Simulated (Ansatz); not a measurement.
Start from this file.

```
B N
1.0
     3.73478    0.00000    0.00000
     0.00000    3.73478    0.00000
     0.00000    0.00000    3.73478
B N
4 4
Cartesian
  0.0000 0.0000 0.0000
  0.0000 1.8674 1.8674
  1.8674 0.0000 1.8674
  1.8674 1.8674 0.0000
  0.9337 0.9337 0.9337
  0.9337 2.8011 2.8011
  2.8011 0.9337 2.8011
  2.8011 2.8011 0.9337
```

> Describe what this structure looks like.

The structure is one of BN. The symmetry is that of F-43m (No. 216), on a face-centred cubic lattice. This arrangement goes by the name zinc blende (sphalerite type). Atoms per cell: 8 (4 B, 4 N). The coordination shell of B holds four N in a tetrahedral arrangement at 1.62 Å. Each N has four B in a tetrahedral arrangement at 1.62 Å. The bonds build a three-dimensional framework.

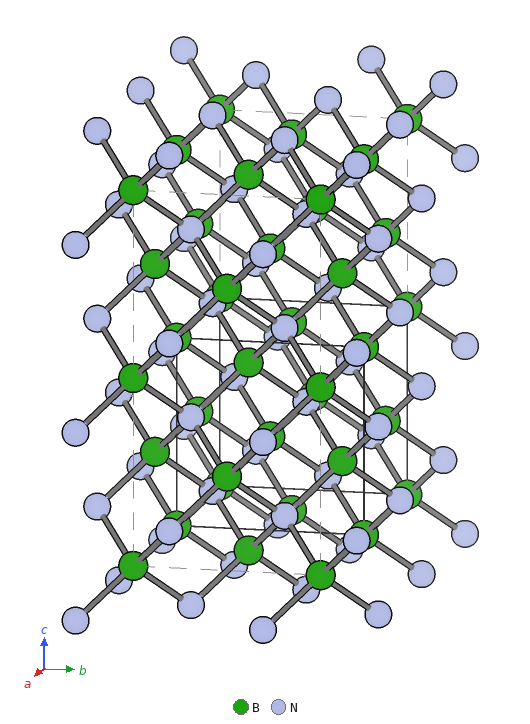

Ball-and-stick representation of a periodic structure, projected slightly off an axis. Shown are 2×1×2 repeats of the conventional unit cell, one of them outlined in solid lines. Some neighbours outside the box are added.

The model was built from a structure listed in the Materials Project. The cell was then strained or its atoms displaced on purpose. A calculation with Ansatz used it as input.

At this level of theory the run's own cell isn't at rest (stretched, at -33 GPa), so its distances can differ from those at equilibrium, the more so the softer the solid.
